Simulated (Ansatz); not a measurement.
Consider this structure, Al.

```xyz
8
Lattice="2.7845 0.0000 0.0000 0.0000 4.8567 0.0000 0.0000 0.0000 10.2979" Properties=species:S:1:pos:R:3 pbc="T T T"
Al    0.0000    0.0000    8.9294
Al    1.3923    0.0000    6.5175
Al    0.0000    2.4284    3.7805
Al    1.3923    2.4284    1.3685
Al    1.3923    0.0000    3.7805
Al    0.0000    0.0000    1.3685
Al    1.3923    2.4284    8.9294
Al    0.0000    2.4284    6.5175
```

Structure used: coordinates from a relaxation with DFT r2SCAN, scalar-relativistic, plane waves, PAW (Ansatz 0.2.0); the starting structure was generated, so it need not be a known form of this composition.

### Predict the first 3 clear peaks of the X-ray G(r) with σ = 0.10 Å, and name the atom pairs.

1. 2.78 Å: Al–Al at 2.74–2.80 Å
2. 3.42 Å: Al–Al at 3.42 Å
3. 3.90 Å: Al–Al at 3.90–3.91 Å

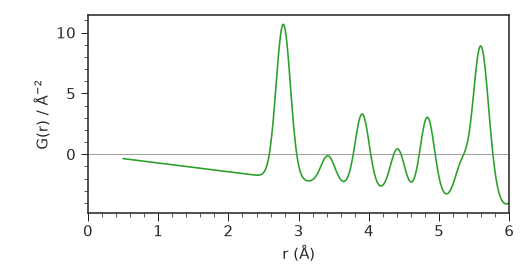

Simulated X-ray pair distribution function, G(r) = R(r)/r − 4πρ₀r, summed over the atomic distances of the structure with each pair weighted by the product of the atomic numbers (X-ray weights at Q = 0); every distance is a Gaussian of σ = 0.10 Å.
